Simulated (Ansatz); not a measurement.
## Run report: Hf5N4, geometry relaxation (part 1 of 2)

The run: geometry relaxation of Hf5N4 (slab, 9 atoms in the cell). Method and program: DFT PBEsol, scalar-relativistic, plane waves, PAW, no spin polarisation (Ansatz 0.2.0).

It belongs to a series of runs on one base structure; here: (1 1 1) slab, atoms relaxed.

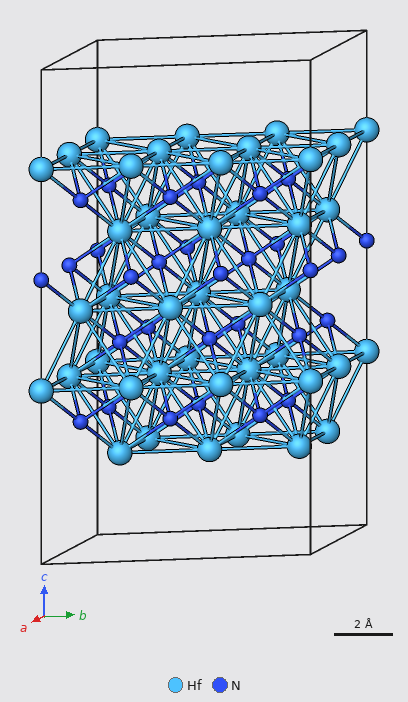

**Figure 1.** The starting structure (ball-and-stick view of the 2 × 3 repeat of the cell, with the vacuum cut short, seen slightly off an axis).

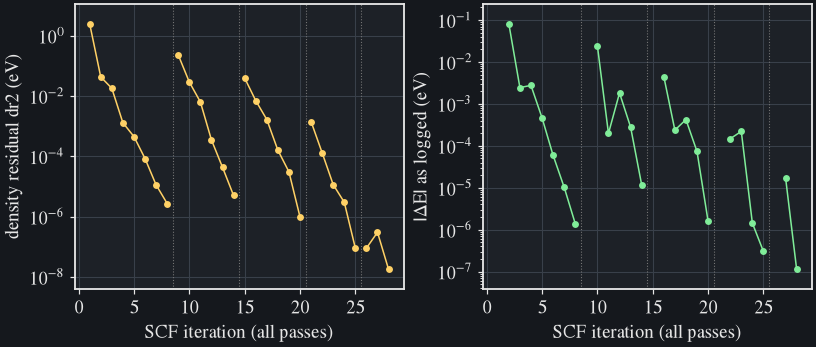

**Figure 2.** Convergence of the self-consistent field: density residual dr2 and size of the energy change against the SCF iteration. The dotted lines part the SCF passes of the relaxation: geometry steps, rejected trials and re-solves on a re-selected basis. The 5 passes take 3 to 8 iterations each, 28 in all.

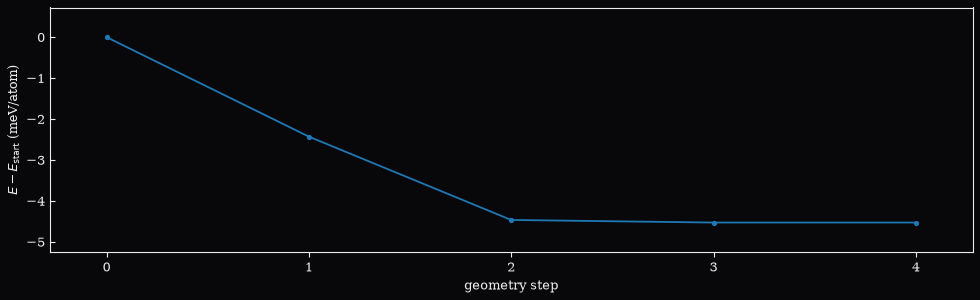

**Figure 3.** Progress of the relaxation, step by step (the first geometry is step 0 here and step 1 in the log).

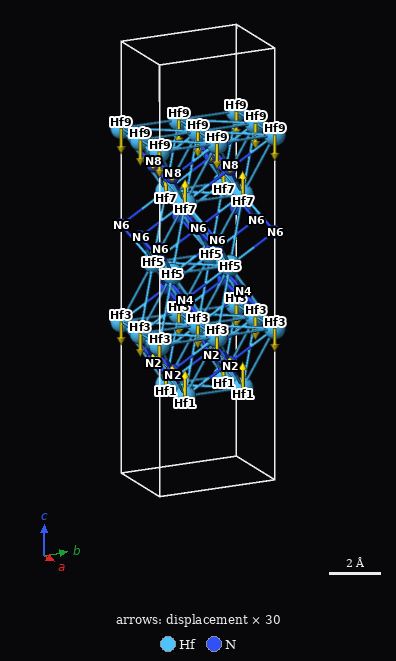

**Figure 4.** The starting structure with the displacements as yellow arrows, magnified 30 times (ball-and-stick view of the 2 × 2 repeat of the cell, with the vacuum cut short, seen slightly off an axis). The largest moves, 0.035 Å, are those of Hf1 and Hf9. Largest moves by element: Hf 0.035 Å, N 0.007 Å. The cell doesn't change. Among the contacts that change: Hf1–Hf3 3.183 → 3.128 Å, Hf3–Hf5 3.183 → 3.209 Å, Hf3–N4 2.251 → 2.268 Å, Hf1–N2 2.251 → 2.235 Å. The energy falls by 4.5 meV per atom in 4 geometry steps. The largest force component goes from 0.76 to 0.0049 eV/Å. (Atoms are counted from 1 in the order of the input.)

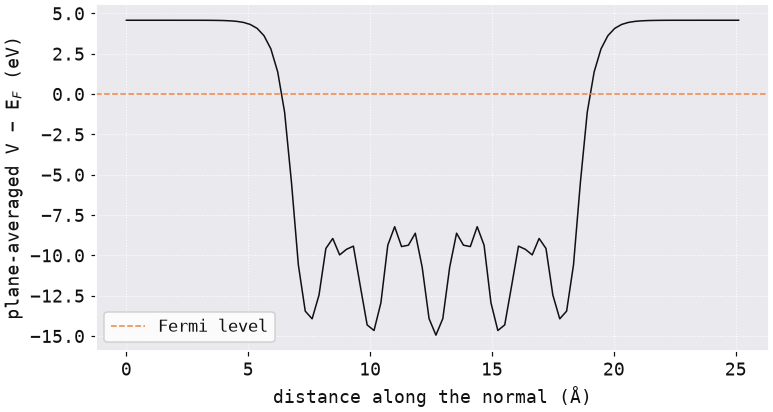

**Figure 5.** Plane average of the electrostatic potential energy of an electron across the cell, from the Fermi level. The vacuum level lies 4.57 eV above the Fermi level.

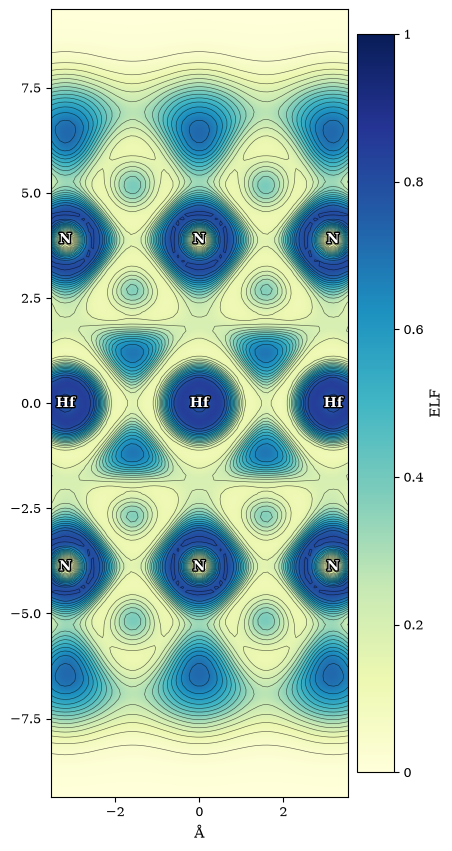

**Figure 6.** ELF on the (010) plane of the calculation cell, a cut from vacuum to vacuum. The plane passes through N and Hf nuclei. Hf–Hf (3.18 Å): the ELF is about 0.15 at the midpoint (no shared electron pair). The strong features right at Hf lie inside the PAW spheres (semicore, d or f shells) and say nothing about bonding. Core electrons are frozen (PAW), so the fields are smoothed inside the atomic spheres.

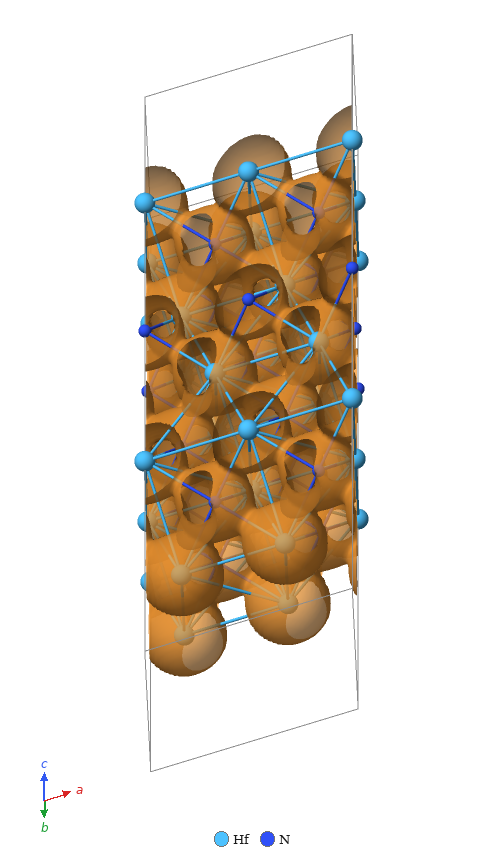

**Figure 7.** Isosurface of the valence electron density at 0.4 e/Å³ (orange), seen at an oblique angle. Sticks mark near contacts. At this value the density is joined into sheets; it holds about 90 % of the electrons treated as valence (semicore included). It is pinched off along the Hf–Hf (3.13 Å) and Hf–Hf (3.18 Å) contacts. On the grid the lowest density along these lines, outside the cores, is 0.53 e/Å³ (Hf–N, 2.23 Å), 0.2 e/Å³ (Hf–Hf, 3.13 Å) and 0.2 e/Å³ (Hf–Hf, 3.18 Å).

The input and output of the run follow.

## Input
```yaml
crystal:
  lattice:
    - [3.1830776067, 0.0, 0.0]
    - [-1.5915388034, 2.7566260697, 0.0]
    - [0.0, 0.0, 25.3958879309]
  atoms:
    - { symbol: Hf, position: [0.3333333333, 0.6666666667, 0.2953234012] }
    - { symbol: "N", position: [0.6666666667, 0.3333333333, 0.3464925509] }
    - { symbol: Hf, position: [0.0, 0.0, 0.3976617006] }
    - { symbol: "N", position: [0.3333333333, 0.6666666667, 0.4488308503] }
    - { symbol: Hf, position: [0.6666666667, 0.3333333333, 0.5] }
    - { symbol: "N", position: [0.0, 0.0, 0.5511691497] }
    - { symbol: Hf, position: [0.3333333333, 0.6666666667, 0.6023382994] }
    - { symbol: "N", position: [0.6666666667, 0.3333333333, 0.6535074491] }
    - { symbol: Hf, position: [0.0, 0.0, 0.7046765988] }
basis:
  ecutwfc: 420
kpoints:
  mp_grid: { grid: [12, 12, 1] }
hamiltonian:
  xc: pbesol
scf:
  occupations: { method: gaussian, width: 0.1 }
output:
  forces: true
  eigenvalues: true
  write_density: true
  write_potential: true
  elf: true
  volumetric_format: npy
relax:
  adjacent_minimum: "off"
  f_tol: 0.02
  max_steps: 60
efield:
  axis: 3
  dipole_correction: true
  ramp_width: 0.04
```

Launched with:
```bash
ansatz run input.yaml --threads 2 --pin off --max-ram 4096MiB --backend cpu --events-out ev --progress --plain --runs-dir out
```

## The program's output
```
Engine: ansatz 0.2.0, x86_64-unknown-linux-gnu
Pseudopotentials: kind: paw
Pseudopotential: Hf, paw, valence charge 26, recommended cutoff 420 eV (normal), Hf.paw.azcp
Pseudopotential: N, paw, valence charge 5, recommended cutoff 420 eV (normal), N.paw.azcp
Functional definition: PBEsol
  exchange = pbesol_x
  correlation = pbesol_c
Crystal: 9 atoms, lattice volume = 222.838 Å³
Basis set: ecut = 420 eV, 4393 PW (Γ), exchange–correlation on 48×48×360 points (8 copies of the dense FFT grid, shifted against one another)
Bands: 90, of which v1, the nominal top of the filled ones, is band 75 counted from 1 (74 counted from 0)
Symmetry: 6 space group operations
k-points: 19 of 144 (time reversal used)
Non-local potential: Hf, projectors of the file, l = 0: 3, l = 1: 2, l = 2: 2, l = 3: 3
Non-local potential: N, projectors of the file, l = 0: 2, l = 1: 2, l = 2: 1
PAW form: soft (Blöchl's): semilocal exchange-correlation on the pseudo side does not see the compensation charge
PAW frozen core: Hf, regenerated for the run's functional, and the local potential with it (the file was generated under x = pbe(κ = 0.804, μ = 0.2195149727645171), c = pbe(β = 0.06672455060314922))
PAW frozen core: N, regenerated for the run's functional, and the local potential with it (the file was generated under x = pbe(κ = 0.804, μ = 0.2195149727645171), c = pbe(β = 0.06672455060314922))
PAW one-centre angular grid: Hf, 590 points (default); XC on 64 Gauss nodes
PAW one-centre angular grid: N, 110 points (default); XC on 64 Gauss nodes
Initial density: superposition of atomic densities (neutral atoms: chi_scale 0, normalization atom), corrected by the library's trained network
Initial wavefunctions: pseudopotential atomic-orbital guess
Functional: x = pbesol(κ = 0.804, μ = 0.12345679012345678), c = pbesol(β = 0.046)
SCF iter   1: F=—  HF=-79516.707001 eV  |F-HF|=—  |Δ(HF+E_count)|=         —  Δρ=7.27e-3  dr2=2.49e0  ethr=1.77e-3  p=0.000 e·Å  D=2.33e-13 V/Å  ΔV_dip=-0.00 eV  dr2_dipole=7.59e-7  V_vac-E_F(+/−)=5.25/5.25 eV  ⟨swp⟩=6.6  Hψ=6632  notcnv=0  defer=22
efield: sawtooth ramp at fractional position 0.9800 (placed from the atoms, in the widest stretch of the axis that holds none; the zero of the levels goes with the place), width 0.0400; the density the first Hamiltonian is built on has a dipole p = 0.000 e·Å; the dipole correction subtracts the counter field D = 2.33e-13 V/Å, which shifts the + side's vacuum level by -0.00 eV against the − side's; the planar-averaged density in the ramp window peaks in size at 6.1e-5 e/Å³
preconditioner: auto → LDOS  [metal: Δε(μ)=0.006 eV  Ē_g=17.714 eV  σ=0.100 eV  W_gap=0.03  n_scr=74 (ndim 8)  ℏωp=29.4 eV  f_vac=0.453  D(μ)=7.00/eV (n_scr^D=48)  β→1.0]
SCF iter   2: F=—  HF=-79516.625510 eV  |F-HF|=—  |Δ(HF+E_count)|=   8.15e-2  Δρ=3.65e-3  dr2=4.30e-2  ethr=1.66e-3  p=0.000 e·Å  D=7.74e-5 V/Å  ΔV_dip=-0.00 eV  dr2_dipole=8.87e-5  V_vac-E_F(+/−)=4.68/4.69 eV  ⟨swp⟩=2.0  Hψ=2123  notcnv=0  defer=143
SCF iter   3: F=—  HF=-79516.627956 eV  |F-HF|=—  |Δ(HF+E_count)|=   2.45e-3  Δρ=1.85e-3  dr2=1.80e-2  ethr=2.87e-5  p=0.000 e·Å  D=1.95e-5 V/Å  ΔV_dip=-0.00 eV  dr2_dipole=6.06e-6  V_vac-E_F(+/−)=4.67/4.67 eV  ⟨swp⟩=2.3  Hψ=3105  notcnv=0  defer=143
SCF iter   4: F=—  HF=-79516.625194 eV  |F-HF|=—  |Δ(HF+E_count)|=   2.76e-3  Δρ=5.41e-4  dr2=1.30e-3  ethr=1.20e-5  p=0.000 e·Å  D=1.57e-5 V/Å  ΔV_dip=-0.00 eV  dr2_dipole=1.94e-6  V_vac-E_F(+/−)=4.62/4.62 eV  ⟨swp⟩=2.3  Hψ=2974  notcnv=0  defer=143
SCF iter   5: F=—  HF=-79516.624728 eV  |F-HF|=—  |Δ(HF+E_count)|=   4.66e-4  Δρ=2.38e-4  dr2=4.51e-4  ethr=8.68e-7  p=0.000 e·Å  D=6.29e-6 V/Å  ΔV_dip=-0.00 eV  dr2_dipole=7.37e-8  V_vac-E_F(+/−)=4.60/4.60 eV  ⟨swp⟩=3.0  Hψ=3692  notcnv=0  defer=142
SCF iter   6: F=—  HF=-79516.624669 eV  |F-HF|=—  |Δ(HF+E_count)|=   5.94e-5  Δρ=1.24e-4  dr2=8.44e-5  ethr=3.01e-7  p=0.000 e·Å  D=3.74e-6 V/Å  ΔV_dip=-0.00 eV  dr2_dipole=4.57e-10  V_vac-E_F(+/−)=4.59/4.59 eV  ⟨swp⟩=2.1  Hψ=2517  notcnv=0  defer=142
SCF iter   7: F=—  HF=-79516.624679 eV  |F-HF|=—  |Δ(HF+E_count)|=   1.03e-5  Δρ=4.31e-5  dr2=1.13e-5  ethr=5.63e-8  p=0.000 e·Å  D=1.11e-6 V/Å  ΔV_dip=-0.00 eV  dr2_dipole=1.50e-12  V_vac-E_F(+/−)=4.57/4.57 eV  ⟨swp⟩=2.5  Hψ=2707  notcnv=0  defer=142
SCF iter   8: F=-79516.624679 eV  HF=-79516.624680 eV  |F-HF|=1.62e-6  |Δ(HF+E_count)|=   1.40e-6  Δρ=1.90e-5  dr2=2.72e-6  ethr=6.67e-9  p=0.000 e·Å  D=1.10e-7 V/Å  ΔV_dip=-0.00 eV  dr2_dipole=2.05e-9  V_vac-E_F(+/−)=4.57/4.57 eV  ⟨swp⟩=23.6  Hψ=23723  notcnv=0
SCF 1 converged in 8 iterations: F = -79516.624679 eV  dr2 = 2.72e-6
  greatest PAW one-centre occupation: 0.998 electrons in one spin orbital (limit 2), on the Hf atom at site 0 (counted from 0), in its partial waves of l = 3
relax step   1: F+E_penalty+E_count = -79516.62467869 eV  Δ(F+E_penalty+E_count) = +0.000e0 eV  max|allowed force component| = 7.564e-1 eV/Å  Δτ_max = 0.0000 Å  (8 SCF iters, dr2 threshold 1.00e-5 eV, accepted)
Initial density: handed on by an earlier stage of this run
Initial wavefunctions: those handed on with the density
iter 1 solved again at ethr=1.58e-4 eV; its pass at ethr=3.10e-3 eV (dr2=2.37e-1 eV) is discarded
SCF iter   1: F=—  HF=-79516.673167 eV  |F-HF|=—  |Δ(HF+E_count)|=         —  Δρ=4.84e-3  dr2=2.31e-1  ethr=1.58e-4  p=0.000 e·Å  D=1.10e-7 V/Å  ΔV_dip=-0.00 eV  dr2_dipole=2.21e-9  V_vac-E_F(+/−)=4.59/4.59 eV  ⟨swp⟩=2.0  Hψ=4842  notcnv=0  defer=135
efield: sawtooth ramp at fractional position 0.9800 (handed on by an earlier solve), width 0.0400; the density the first Hamiltonian is built on has a dipole p = 0.000 e·Å; the dipole correction subtracts the counter field D = 1.10e-7 V/Å, which shifts the + side's vacuum level by -0.00 eV against the − side's; the planar-averaged density in the ramp window peaks in size at 1.2e-6 e/Å³
preconditioner: auto → LDOS  [metal: Δε(μ)=0.030 eV  Ē_g=17.751 eV  σ=0.100 eV  W_gap=0.17  n_scr=74 (ndim 8)  ℏωp=29.4 eV  f_vac=0.461  D(μ)=7.15/eV (n_scr^D=60)  β→1.0]
SCF iter   2: F=—  HF=-79516.648826 eV  |F-HF|=—  |Δ(HF+E_count)|=   2.43e-2  Δρ=1.96e-3  dr2=2.91e-2  ethr=1.54e-4  p=-0.000 e·Å  D=-1.55e-8 V/Å  ΔV_dip=0.00 eV  dr2_dipole=9.60e-12  V_vac-E_F(+/−)=4.55/4.55 eV  ⟨swp⟩=2.3  Hψ=2595  notcnv=0  defer=135
SCF iter   3: F=—  HF=-79516.648628 eV  |F-HF|=—  |Δ(HF+E_count)|=   1.98e-4  Δρ=1.31e-3  dr2=6.36e-3  ethr=1.94e-5  p=0.000 e·Å  D=2.19e-7 V/Å  ΔV_dip=-0.00 eV  dr2_dipole=1.09e-10  V_vac-E_F(+/−)=4.57/4.57 eV  ⟨swp⟩=2.2  Hψ=3069  notcnv=0  defer=140
SCF iter   4: F=—  HF=-79516.646807 eV  |F-HF|=—  |Δ(HF+E_count)|=   1.82e-3  Δρ=4.03e-4  dr2=3.50e-4  ethr=4.24e-6  p=0.000 e·Å  D=3.15e-8 V/Å  ΔV_dip=-0.00 eV  dr2_dipole=9.52e-12  V_vac-E_F(+/−)=4.56/4.56 eV  ⟨swp⟩=3.0  Hψ=3490  notcnv=0  defer=141
SCF iter   5: F=—  HF=-79516.646527 eV  |F-HF|=—  |Δ(HF+E_count)|=   2.80e-4  Δρ=1.28e-4  dr2=4.32e-5  ethr=2.34e-7  p=-0.000 e·Å  D=-1.03e-7 V/Å  ΔV_dip=0.00 eV  dr2_dipole=2.98e-12  V_vac-E_F(+/−)=4.57/4.57 eV  ⟨swp⟩=2.7  Hψ=3114  notcnv=0  defer=141
SCF iter   6: F=-79516.646540 eV  HF=-79516.646538 eV  |F-HF|=1.56e-6  |Δ(HF+E_count)|=   1.18e-5  Δρ=4.09e-5  dr2=5.04e-6  ethr=2.38e-8  p=-0.000 e·Å  D=-1.69e-7 V/Å  ΔV_dip=0.00 eV  dr2_dipole=6.80e-13  V_vac-E_F(+/−)=4.57/4.57 eV  ⟨swp⟩=24.8  Hψ=23888  notcnv=0
SCF 2 converged in 6 iterations: F = -79516.646540 eV  dr2 = 5.04e-6
  greatest PAW one-centre occupation: 0.998 electrons in one spin orbital (limit 2), on the Hf atom at site 8 (counted from 0), in its partial waves of l = 3
relax step   2: F+E_penalty+E_count = -79516.64654001 eV  Δ(F+E_penalty+E_count) = -2.186e-2 eV  max|allowed force component| = 3.550e-1 eV/Å  Δτ_max = 0.0594 Å  (6 SCF iters, dr2 threshold 3.58e-5 eV, accepted)
SCF iter   1: F=—  HF=-79516.670084 eV  |F-HF|=—  |Δ(HF+E_count)|=         —  Δρ=2.02e-3  dr2=3.95e-2  ethr=2.57e-4  p=-0.000 e·Å  D=-1.69e-7 V/Å  ΔV_dip=0.00 eV  dr2_dipole=3.75e-11  V_vac-E_F(+/−)=4.56/4.56 eV  ⟨swp⟩=2.0  Hψ=2690  notcnv=0  defer=144
efield: sawtooth ramp at fractional position 0.9800 (handed on by an earlier solve), width 0.0400; the density the first Hamiltonian is built on has a dipole p = -0.000 e·Å; the dipole correction subtracts the counter field D = -1.69e-7 V/Å, which shifts the + side's vacuum level by +0.00 eV against the − side's; the planar-averaged density in the ramp window peaks in size at 9.0e-7 e/Å³
preconditioner: auto → LDOS  [metal: Δε(μ)=0.008 eV  Ē_g=17.708 eV  σ=0.100 eV  W_gap=0.04  n_scr=74 (ndim 8)  ℏωp=29.4 eV  f_vac=0.457  D(μ)=8.24/eV (n_scr^D=74)  β→1.0]
SCF iter   2: F=—  HF=-79516.665580 eV  |F-HF|=—  |Δ(HF+E_count)|=   4.50e-3  Δρ=8.69e-4  dr2=7.03e-3  ethr=2.64e-5  p=-0.000 e·Å  D=-1.24e-7 V/Å  ΔV_dip=0.00 eV  dr2_dipole=8.02e-12  V_vac-E_F(+/−)=4.58/4.58 eV  ⟨swp⟩=2.0  Hψ=2267  notcnv=0  defer=144
SCF iter   3: F=—  HF=-79516.665343 eV  |F-HF|=—  |Δ(HF+E_count)|=   2.37e-4  Δρ=6.01e-4  dr2=1.66e-3  ethr=4.69e-6  p=-0.000 e·Å  D=-6.13e-10 V/Å  ΔV_dip=0.00 eV  dr2_dipole=5.01e-11  V_vac-E_F(+/−)=4.57/4.57 eV  ⟨swp⟩=2.2  Hψ=2772  notcnv=0  defer=144
SCF iter   4: F=—  HF=-79516.664920 eV  |F-HF|=—  |Δ(HF+E_count)|=   4.23e-4  Δρ=1.96e-4  dr2=1.60e-4  ethr=1.11e-6  p=-0.000 e·Å  D=-1.05e-7 V/Å  ΔV_dip=0.00 eV  dr2_dipole=4.88e-11  V_vac-E_F(+/−)=4.57/4.57 eV  ⟨swp⟩=3.0  Hψ=3495  notcnv=0  defer=144
SCF iter   5: F=—  HF=-79516.664847 eV  |F-HF|=—  |Δ(HF+E_count)|=   7.34e-5  Δρ=6.26e-5  dr2=3.06e-5  ethr=1.07e-7  p=-0.000 e·Å  D=-1.08e-7 V/Å  ΔV_dip=0.00 eV  dr2_dipole=3.43e-12  V_vac-E_F(+/−)=4.57/4.57 eV  ⟨swp⟩=2.8  Hψ=3309  notcnv=0  defer=144
SCF iter   6: F=-79516.664849 eV  HF=-79516.664848 eV  |F-HF|=4.04e-7  |Δ(HF+E_count)|=   1.60e-6  Δρ=1.83e-5  dr2=9.77e-7  ethr=5.25e-9  p=-0.000 e·Å  D=-9.38e-8 V/Å  ΔV_dip=0.00 eV  dr2_dipole=2.41e-13  V_vac-E_F(+/−)=4.57/4.57 eV  ⟨swp⟩=22.8  Hψ=22815  notcnv=0
SCF 3 converged in 6 iterations: F = -79516.664849 eV  dr2 = 9.77e-7
relax step   3: F+E_penalty+E_count = -79516.66484872 eV  Δ(F+E_penalty+E_count) = -1.831e-2 eV  max|allowed force component| = 8.693e-2 eV/Å  Δτ_max = 0.0231 Å  (6 SCF iters, dr2 threshold 7.88e-6 eV, accepted)
```
